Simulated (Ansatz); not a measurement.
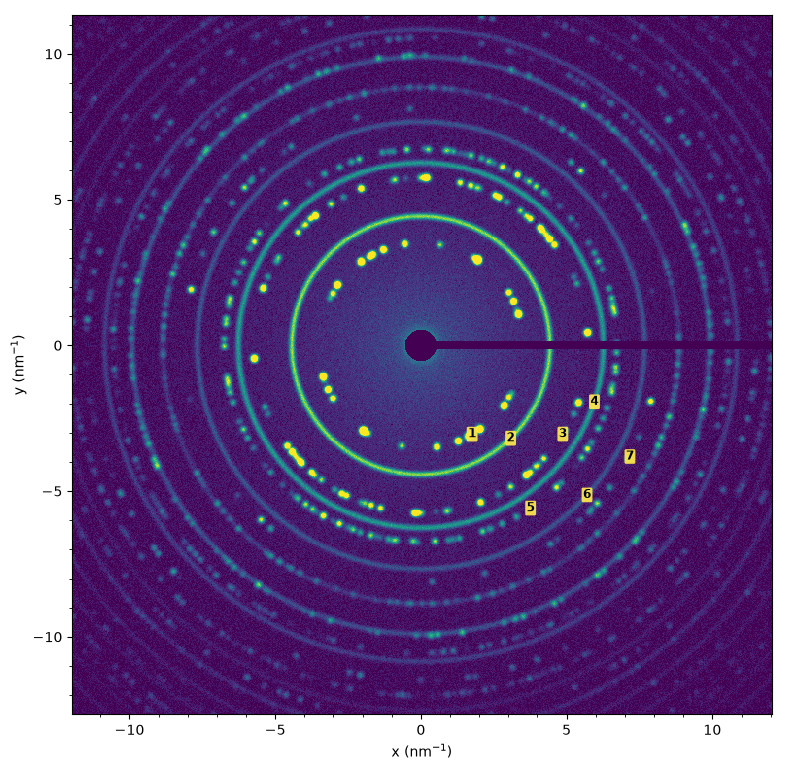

Simulated electron diffraction rings at 200 kV (λ = 0.0251 Å), scale in nm⁻¹ (radius = 1/d), for a mixture of two phases, one of them coarse-grained. Kinematic intensities with B = 0.5 Å² for all atoms, without multiple scattering; brightness goes as intensity to the power 0.6, clipped at the top, with counting noise. Reflections closer than the ring width show as one ring.

Phase I: Mn (Fd-3m), a = 4.924 Å, b = 4.924 Å, c = 4.924 Å, α = 90.00°, β = 90.00°, γ = 90.00°; the end point of a relaxation with DFT, m-r2SCAN, plane waves (500 eV) with PAW, scalar-relativistic (Ansatz); the starting structure was generated, so it need not be a known form of this composition.
Phase II: Mn (Pm-3m), a = 2.258 Å, b = 2.258 Å, c = 2.258 Å, α = 90.00°, β = 90.00°, γ = 90.00°; the geometry relaxed with DFT, m-r2SCAN, plane waves (500 eV) with PAW, scalar-relativistic (Ansatz 0.2.0); the starting structure was generated, so it need not be a known form of this composition.
Volume fractions 0.6 and 0.4.

Which rings come from which phase?

Answer.
| ring | radius | d (Å) | phase | hkl |
| --- | --- | --- | --- | --- |
| 1 | 3.52 nm⁻¹ | 2.84 | I | 111 |
| 2 | 4.43 nm⁻¹ | 2.26 | II | 100 |
| 3 | 5.74 nm⁻¹ | 1.741 | I | 220 |
| 4 | 6.26 nm⁻¹ | 1.597 | II | 110 |
| 5 | 6.74 nm⁻¹ | 1.485 | I | 311 |
| 6 | 7.67 nm⁻¹ | 1.304 | II | 111 |
| 7 | 8.12 nm⁻¹ | 1.231 | I | 400 |

Which phase is the coarse-grained one?

Answer. Phase I (Mn, Fd-3m): its rings are broken into spots, those of phase II are continuous.
